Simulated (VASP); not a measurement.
Geometry relaxation of MgB₂ (part 2 of 2)

MgB₂ (P6/mmm, 3 atoms in the cell); Kohn-Sham DFT of a periodic cell, PBE, VASP PAW PBE potentials, recommended, no spin polarisation (VASP 6.6.1); cutoff 520 eV, 9×9×6 k-mesh, Gaussian smearing of 0.02 eV. The structure derives from an entry of the Crystallography Open Database.

Geometry of the input (Å; fractional positions):
```
3.0850  0.0000  0.0000
-1.5425  2.6717  0.0000
0.0000  0.0000  3.5230
Mg 0.0000  0.0000  0.0000
B  0.3333  0.6667  0.5000
B  0.6667  0.3333  0.5000
```

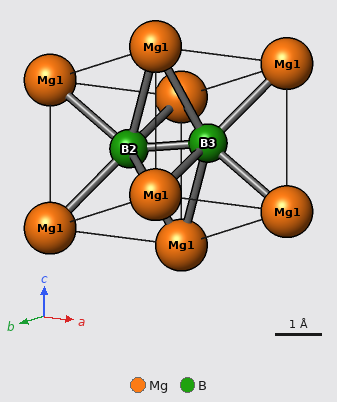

Figure 1. The geometry at step 2 of the log (ball-and-stick view of the cell of the calculation, seen at an oblique angle; atoms are numbered from 1 in the order of the input).

Parts of OUTCAR, continued:
```
  FORCE on cell =-STRESS in cart. coord.  units (eV):
  Direction    XX          YY          ZZ          XY          YZ          ZX
  --------------------------------------------------------------------------------------
  -------------------------------------------------------------------------------------
  Total       -0.3381554     -0.3381554     -0.0365669     -0.0000000     -0.0000000     -0.0000000
  in kB      -18.6583531    -18.6583531     -2.0176457     -0.0000000     -0.0000000     -0.0000000
  external PRESSURE =     -13.1114506 kB  Pullay stress =       0.0000000 kB

 VOLUME and BASIS-vectors are now :
 -----------------------------------------------------------------------------
  energy-cutoff  :      520.00
  volume of cell :       29.04
      direct lattice vectors                 reciprocal lattice vectors
     3.085000000  0.000000000  0.000000000     0.324149109  0.187147575  0.000000000
    -1.542500000  2.671688370  0.000000000     0.000000000  0.374295150  0.000000000
     0.000000000  0.000000000  3.523000000     0.000000000  0.000000000  0.283848992

 POSITION                                       TOTAL-FORCE (eV/Angst)
 -----------------------------------------------------------------------------------
      0.00000      0.00000      0.00000        -0.000000      0.000000      0.000000
     -0.00000      1.78113      1.76150        -0.000000      0.000000      0.000000
      1.54250      0.89056      1.76150         0.000000      0.000000      0.000000
 -----------------------------------------------------------------------------------
    total drift:                                0.000000      0.000000      0.000000

  FREE ENERGIE OF THE ION-ELECTRON SYSTEM (eV)
  ---------------------------------------------------
  free  energy   TOTEN  =       -15.3212961091 eV

  energy  without entropy=      -15.3209528479  energy(sigma->0) =      -15.32112448

--------------------------------------- Ionic step        2  -------------------------------------------

 number of electron       8.0000000 magnetization

------------------------ aborting loop because EDIFF is reached ----------------------------------------

  FORCE on cell =-STRESS in cart. coord.  units (eV):
  Direction    XX          YY          ZZ          XY          YZ          ZX
  --------------------------------------------------------------------------------------
  -------------------------------------------------------------------------------------
  Total        0.1462287      0.1462287      0.0546663     -0.0000000     -0.0000000      0.0000000
  in kB        8.1617113      8.1617113      3.0511817     -0.0000000     -0.0000000      0.0000000
  external PRESSURE =       6.4582014 kB  Pullay stress =       0.0000000 kB

 VOLUME and BASIS-vectors are now :
 -----------------------------------------------------------------------------
  energy-cutoff  :      520.00
  volume of cell :       28.71
      direct lattice vectors                 reciprocal lattice vectors
     3.068224269 -0.000000000 -0.000000000     0.325921416  0.188170818  0.000000000
    -1.534112135  2.657160161  0.000000000     0.000000000  0.376341635  0.000000000
     0.000000000 -0.000000000  3.520928378     0.000000000 -0.000000000  0.284016002

 POSITION                                       TOTAL-FORCE (eV/Angst)
 -----------------------------------------------------------------------------------
      3.06822     -0.00000     -0.00000        -0.000000      0.000000      0.000000
     -0.00000      1.77144      1.76046        -0.000000      0.000000      0.000000
      1.53411      0.88572      1.76046         0.000000     -0.000000     -0.000000
 -----------------------------------------------------------------------------------
    total drift:                                0.000000      0.000000      0.000000

  FREE ENERGIE OF THE ION-ELECTRON SYSTEM (eV)
  ---------------------------------------------------
  free  energy   TOTEN  =       -15.3223125629 eV

  energy  without entropy=      -15.3219061266  energy(sigma->0) =      -15.32210934

--------------------------------------- Ionic step        3  -------------------------------------------

 number of electron       8.0000000 magnetization

------------------------ aborting loop because EDIFF is reached ----------------------------------------

  FORCE on cell =-STRESS in cart. coord.  units (eV):
  Direction    XX          YY          ZZ          XY          YZ          ZX
  --------------------------------------------------------------------------------------
  -------------------------------------------------------------------------------------
  Total        0.0012065      0.0012065      0.0156629     -0.0000000     -0.0000000      0.0000000
  in kB        0.0670986      0.0670986      0.8711048     -0.0000000     -0.0000000      0.0000000
  external PRESSURE =       0.3351006 kB  Pullay stress =       0.0000000 kB

 VOLUME and BASIS-vectors are now :
 -----------------------------------------------------------------------------
  energy-cutoff  :      520.00
  volume of cell :       28.81
      direct lattice vectors                 reciprocal lattice vectors
     3.073427496 -0.000000000 -0.000000000     0.325369641  0.187852250  0.000000000
    -1.536713748  2.661666287  0.000000000     0.000000000  0.375704499  0.000000000
     0.000000000 -0.000000000  3.521570920     0.000000000 -0.000000000  0.283964180

 POSITION                                       TOTAL-FORCE (eV/Angst)
 -----------------------------------------------------------------------------------
     -0.00000      0.00000      0.00000         0.000000      0.000000      0.000000
     -0.00000      1.77444      1.76079         0.000000     -0.000000      0.000000
      1.53671      0.88722      1.76079        -0.000000      0.000000     -0.000000
 -----------------------------------------------------------------------------------
    total drift:                                0.000000      0.000000      0.000000

  FREE ENERGIE OF THE ION-ELECTRON SYSTEM (eV)
  ---------------------------------------------------
  free  energy   TOTEN  =       -15.3225681918 eV

  energy  without entropy=      -15.3222202855  energy(sigma->0) =      -15.32239424

--------------------------------------- Ionic step        4  -------------------------------------------

 number of electron       8.0000000 magnetization

------------------------ aborting loop because EDIFF is reached ----------------------------------------

  FORCE on cell =-STRESS in cart. coord.  units (eV):
  Direction    XX          YY          ZZ          XY          YZ          ZX
  --------------------------------------------------------------------------------------
  -------------------------------------------------------------------------------------
  Total       -0.0050745     -0.0050745      0.0137384      0.0000000      0.0000000      0.0000000
  in kB       -0.2821746     -0.2821746      0.7639503      0.0000000      0.0000000      0.0000000
  external PRESSURE =       0.0665337 kB  Pullay stress =       0.0000000 kB

 VOLUME and BASIS-vectors are now :
 -----------------------------------------------------------------------------
  energy-cutoff  :      520.00
  volume of cell :       28.81
      direct lattice vectors                 reciprocal lattice vectors
     3.073658946 -0.000000000 -0.000000000     0.325345140  0.187838104  0.000000000
    -1.536829473  2.661866729  0.000000000     0.000000000  0.375676208  0.000000000
     0.000000000 -0.000000000  3.521599502     0.000000000 -0.000000000  0.283961876

 POSITION                                       TOTAL-FORCE (eV/Angst)
 -----------------------------------------------------------------------------------
      0.00000      0.00000      0.00000        -0.000000     -0.000000      0.000000
     -0.00000      1.77458      1.76080        -0.000000     -0.000000      0.000000
      1.53683      0.88729      1.76080         0.000000      0.000000      0.000000
 -----------------------------------------------------------------------------------
    total drift:                                0.000000      0.000000      0.000000

  FREE ENERGIE OF THE ION-ELECTRON SYSTEM (eV)
  ---------------------------------------------------
  free  energy   TOTEN  =       -15.3225679492 eV

  energy  without entropy=      -15.3222221466  energy(sigma->0) =      -15.32239505

--------------------------------------- Ionic step        5  -------------------------------------------

 number of electron       8.0000000 magnetization

 Free energy of the ion-electron system (eV)
  ---------------------------------------------------
  ext. energy  EPLUGINS =         0.00000000
  ---------------------------------------------------
  free energy    TOTEN  =       -15.32256991 eV

  energy without entropy =      -15.32221820  energy(sigma->0) =      -15.32239405

 E-fermi :   5.2353     XC(G=0): -10.9421     alpha+bet :-13.6362

 val. band max:        5.1971471501   @ k =   0.1111  -0.0000   0.0000
 cond. band min:       5.2374555355   @ k =   0.4444  -0.0000   0.3333
 fundamental gap:      0.0403083854
 Fermi energy:         5.2353250894

 k-point     1 :       0.0000    0.0000    0.0000
  band No.  band energies     occupation
      1      -7.1595      2.00000
      2       2.3239      2.00000
      3       5.6731      0.00000
      4       5.6731      0.00000
      5       6.9385      0.00000
      6      11.6648      0.00000
      7      11.6648      0.00000
      8      13.5211      0.00000

 k-point     2 :       0.1111   -0.0000    0.0000
  band No.  band energies     occupation
      1      -6.9441      2.00000
      2       2.5343      2.00000
      3       4.6413      2.00000
      4       5.1971      1.99306
      5       7.1342      0.00000
      6      11.4827      0.00000
      7      12.5762      0.00000
      8      13.9828      0.00000

 k-point     3 :       0.2222   -0.0000    0.0000
  band No.  band energies     occupation
      1      -6.3025      2.00000
      2       2.4972      2.00000
      3       3.1566      2.00000
      4       4.3101      2.00000
      5       7.7193      0.00000
      6      10.8644      0.00000
      7      12.7089      0.00000
      8      14.6565      0.00000

 k-point     4 :       0.3333   -0.0000    0.0000
  band No.  band energies     occupation
      1      -5.2495      2.00000
      2       0.1999      2.00000
      3       3.5710      2.00000
      4       4.1441      2.00000
      5       8.5670      0.00000
      6      10.3617      0.00000
      7      10.5194      0.00000
      8      13.9982      0.00000

 k-point     5 :       0.4444   -0.0000    0.0000
  band No.  band energies     occupation
      1      -3.8340      2.00000
      2      -1.8840      2.00000
      3       3.1734      2.00000
      4       5.2518      0.24272
      5       8.7192      0.00000
      6       9.1704      0.00000
      7      10.4871      0.00000
      8      12.7323      0.00000

 [... the levels of 18 k-points are left out ...]

 k-point    24 :       0.3333    0.3333    0.1667
  band No.  band energies     occupation
      1      -1.7990      2.00000
      2      -1.7990      2.00000
      3      -0.4273      2.00000
      4       5.7991      0.00000
      5       5.7991      0.00000
      6      11.6509      0.00000
      7      13.2481      0.00000
      8      13.2481      0.00000

 [... further k-points ...]

------------------------ aborting loop because EDIFF is reached ----------------------------------------

  FORCE on cell =-STRESS in cart. coord.  units (eV):
  Direction    XX          YY          ZZ          XY          YZ          ZX
  --------------------------------------------------------------------------------------
  -------------------------------------------------------------------------------------
  Total       -0.0053866     -0.0053866      0.0046842      0.0000000     -0.0000000      0.0000000
  in kB       -0.2994791     -0.2994791      0.2604267      0.0000000     -0.0000000      0.0000000
  external PRESSURE =      -0.1128438 kB  Pullay stress =       0.0000000 kB

 VOLUME and BASIS-vectors are now :
 -----------------------------------------------------------------------------
  energy-cutoff  :      520.00
  volume of cell :       28.82
      direct lattice vectors                 reciprocal lattice vectors
     3.073607121 -0.000000000 -0.000000000     0.325350626  0.187841271 -0.000000000
    -1.536803560  2.661821847  0.000000000     0.000000000  0.375682543 -0.000000000
     0.000000000  0.000000000  3.522349746     0.000000000 -0.000000000  0.283901393

 POSITION                                       TOTAL-FORCE (eV/Angst)
 -----------------------------------------------------------------------------------
      1.53680      2.66182      3.52235        -0.000000      0.000000      0.000000
     -0.00000      1.77455      1.76117        -0.000000     -0.000000     -0.000000
      1.53680      0.88727      1.76117         0.000000     -0.000000      0.000000
 -----------------------------------------------------------------------------------
    total drift:                               -0.000000      0.000000      0.000000

  FREE ENERGIE OF THE ION-ELECTRON SYSTEM (eV)
  ---------------------------------------------------
  free  energy   TOTEN  =       -15.3225699103 eV

  energy  without entropy=      -15.3222181969  energy(sigma->0) =      -15.32239405

 reached required accuracy - stopping structural energy minimisation
```

CONTCAR:
```
MgB2
   1.00000000000000
     3.0736071208753666   -0.0000000000000000   -0.0000000000000000
    -1.5368035604376833    2.6618218472632997    0.0000000000000000
     0.0000000000000000    0.0000000000000000    3.5223497456985737
  Mg              B
     1     2
Direct
     1.0000000000000000    1.0000000000000000    1.0000000000000000
     0.3333333300000021    0.6666666699999979    0.5000000000000000
     0.6666666699999979    0.3333333300000021    0.5000000000000000

  0.00000000E+00  0.00000000E+00  0.00000000E+00
  0.00000000E+00  0.00000000E+00  0.00000000E+00
  0.00000000E+00  0.00000000E+00  0.00000000E+00
```

Trajectory as extended XYZ (Å, eV, eV/Å), 5 frames, from step=0 to step=4:
```
3
Lattice="3.0850 0.0000 0.0000 -1.5425 2.6717 0.0000 0.0000 0.0000 3.5230" Properties=species:S:1:pos:R:3:forces:R:3 step=0 energy=-15.32130
Mg    0.0000    0.0000    0.0000    0.0000   0.0000   0.0000
B     0.0000    1.7811    1.7615    0.0000   0.0000   0.0000
B     1.5425    0.8906    1.7615    0.0000   0.0000   0.0000
3
Lattice="3.0682 -0.0000 -0.0000 -1.5341 2.6572 0.0000 0.0000 -0.0000 3.5209" Properties=species:S:1:pos:R:3:forces:R:3 step=1 energy=-15.32231
Mg    3.0682    0.0000    0.0000    0.0000   0.0000   0.0000
B     0.0000    1.7714    1.7605    0.0000   0.0000   0.0000
B     1.5341    0.8857    1.7605    0.0000   0.0000   0.0000
3
Lattice="3.0734 -0.0000 -0.0000 -1.5367 2.6617 0.0000 0.0000 -0.0000 3.5216" Properties=species:S:1:pos:R:3:forces:R:3 step=2 energy=-15.32257
Mg    0.0000    0.0000    0.0000    0.0000   0.0000   0.0000
B     0.0000    1.7744    1.7608    0.0000   0.0000   0.0000
B     1.5367    0.8872    1.7608    0.0000   0.0000   0.0000
3
Lattice="3.0737 -0.0000 -0.0000 -1.5368 2.6619 0.0000 0.0000 -0.0000 3.5216" Properties=species:S:1:pos:R:3:forces:R:3 step=3 energy=-15.32257
Mg    0.0000    0.0000    0.0000    0.0000   0.0000   0.0000
B     0.0000    1.7746    1.7608    0.0000   0.0000   0.0000
B     1.5368    0.8873    1.7608    0.0000   0.0000   0.0000
3
Lattice="3.0736 -0.0000 -0.0000 -1.5368 2.6618 0.0000 0.0000 0.0000 3.5223" Properties=species:S:1:pos:R:3:forces:R:3 step=4 energy=-15.32257
Mg    1.5368    2.6618    3.5223    0.0000   0.0000   0.0000
B     0.0000    1.7745    1.7612    0.0000   0.0000   0.0000
B     1.5368    0.8873    1.7612    0.0000   0.0000   0.0000
```
